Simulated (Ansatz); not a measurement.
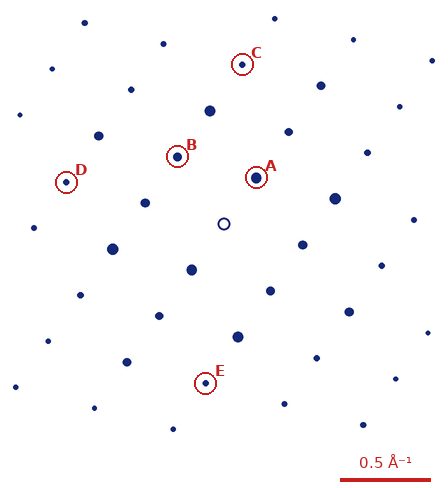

Computed electron diffraction pattern, 80 kV, single scattering only, B = 1 Å². The zone axis points towards the electron source and the pattern is seen from the source side.

The sample is Yb, space group P6_3/mmc (No. 194), a = 3.661 Å, c = 6.053 Å (hexagonal axes). Structure: the input geometry of an electronic-structure calculation (not necessarily at equilibrium); the starting structure was generated, so it need not be a known form of this composition.

Spot A is indexed 0 -1 0 and spot B 1 -1 -2.

Q: Give hkl for C, D, E.

A: C = 2A + B = 1 -3 -2 (d = 1.114 Å). D = −2A + 2B = 2 0 -4 (d = 1.095 Å). E = −2A − B = -1 3 2 (d = 1.114 Å).

Q: Which zone axis is this?

A: The cross product of A and B is parallel to [201]; every spot obeys hu + kv + lw = 0.

Q: What are the spacings of A and B and the angle between them?

A: d(A) = 3.171 Å, d(B) = 2.189 Å, and the angle is 69.8°.
